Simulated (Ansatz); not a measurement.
```
Rh
1.0
     5.31256    0.00000    0.00000
     0.00000    5.31256    0.00000
     0.00000    0.00000    5.31256
Rh
8
Direct
  0.75000 0.25000 0.25000
  0.25000 0.75000 0.25000
  0.25000 0.25000 0.75000
  0.75000 0.75000 0.75000
  0.50000 0.00000 0.00000
  0.00000 0.50000 0.00000
  0.00000 0.00000 0.50000
  0.50000 0.50000 0.50000
```

Space group Fd-3m; set up as Rh, diamond; a generated structure, not necessarily the stable one; changed on purpose from its base cell (volume × 0.92); computed pressure about 15 GPa in this cell; the program warned that a starting moment wasn't kept; spin-polarised, but the moments vanished.

These are results of Ansatz, DFT, m-r2SCAN, plane waves (500 eV) with PAW, scalar-relativistic, not measurements.

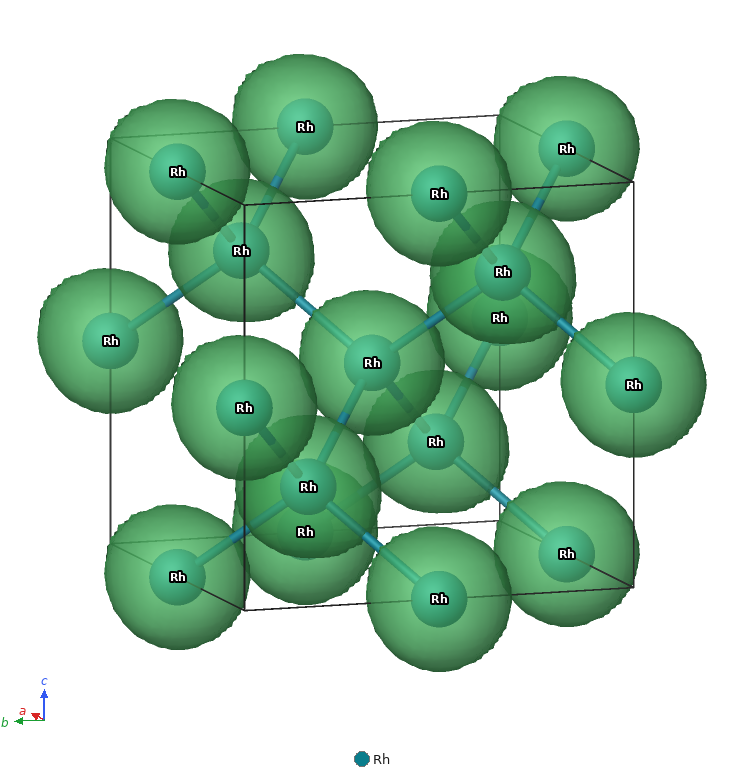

Rh. Isosurface of the valence charge density (pseudo) at 1 e/Å³ (green), seen at an oblique angle. Sticks mark near contacts.

**How is the density connected at this value?**

At this value the density breaks into separate islands; it holds about 75 % of the electrons treated as valence (semicore included). It bridges none of the near contacts. It is pinched off along the shortest Rh–Rh (2.30 Å) contacts. On the grid the lowest density along these lines, outside the cores, is 0.8 e/Å³ (Rh–Rh, 2.30 Å).

**Does the calculation make it a metal, or give it a gap?**

It is gapless in this calculation (a metal or semimetal).
